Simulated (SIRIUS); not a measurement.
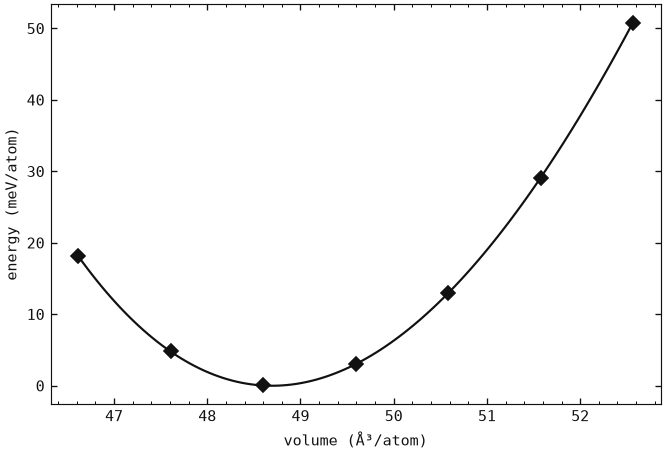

Plotted: energy against volume for WS₂, space group P-6m2 (No. 187).

Structure:
```xyz
3
Lattice="3.1835 0.0000 0.0000 -1.5918 2.7570 0.0000 0.0000 0.0000 16.9506" Properties=species:S:1:pos:R:3 pbc="T T T"
W     0.0000    0.0000    0.0000
S     0.0000    1.8380    1.5595
S     0.0000    1.8380   15.3911
```

Computed with SIRIUS 7.12.0: all-electron LAPW DFT, no spin polarisation; energies at scaled volumes of the given cell, shape and fractions fixed, counted from the fit's minimum, third-order Birch-Murnaghan fit. Level: PBEsol.

k mesh 10×10×2; occupations Fermi–Dirac; smearing width 0.05 eV; potentials all electron FP LAPW; program settings basis apw+lo standard, gk cutoff 3.91 1/bohr, pw cutoff 20 1/bohr.

This calculation gives: equilibrium volume 48.70 Å³/atom and bulk modulus 60.6 GPa.

Now the level changes from PBEsol to LDA. Predict the effect.

The equilibrium volume falls from 48.70 to 47.87 Å³/atom (−1.7 %) and the bulk modulus rises from 60.6 to 63.0 GPa (+4.0 %).

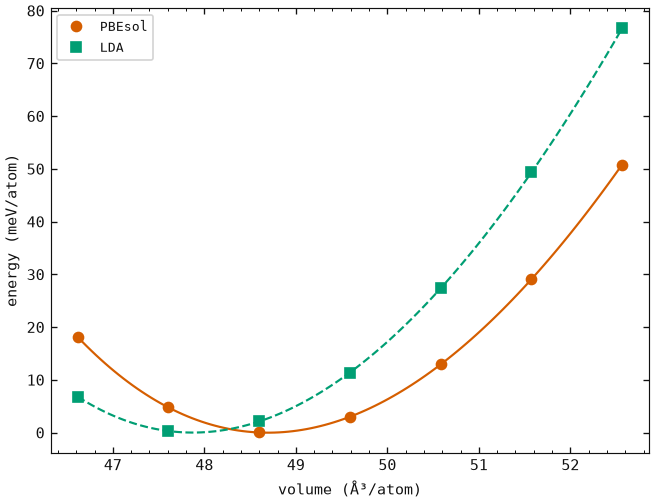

The two results together.

For both, limits of the calculation: shape and atomic fractions are frozen while scaling, which makes layered, chain and framework solids too stiff.

V0 and the bulk modulus come from third-order Birch–Murnaghan fits.
